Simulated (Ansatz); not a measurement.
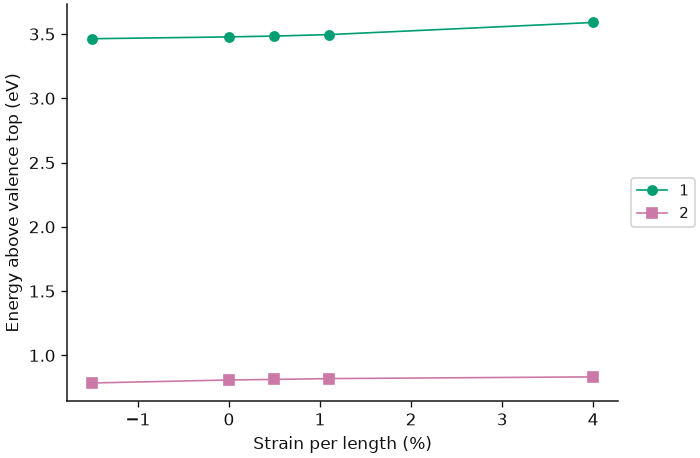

Lowest conduction level at each named k point, counted from the valence-band top at Γ. The names follow the standardised cell of this lattice; in reduced coordinates of the cell that was run, A is (0, 0, 0.5). The curves are numbered.

System: wurtzite ZnO, space group P6_3mc, 4 atoms in the cell, relaxed with r2SCAN; unstrained, a = 3.235 Å, c = 5.211 Å (hexagonal axes). The cell is strained biaxially in the xy plane; the length along z and the atoms are relaxed again with r2SCAN. Points keep the names and reduced coordinates of the unstrained primitive cell. Computed with Ansatz: PBE, Ansatz PAW set, no spin polarisation, no spin-orbit coupling, 12×12×6 k mesh, 420 eV cutoff, Fermi-Dirac smearing of 0.02 eV.

Which curve belongs to which k point: A and Γ?

Answer. 1 is A; 2 is Γ. Γ rises by 0.04 eV and A rises by 0.13 eV.

Which of these conduction levels is lowest, and does that change?

Answer. The lowest is the one at Γ, over the whole range, so among these points the gap stays direct.

LDA, GGA and most meta-GGA functionals understate gaps.
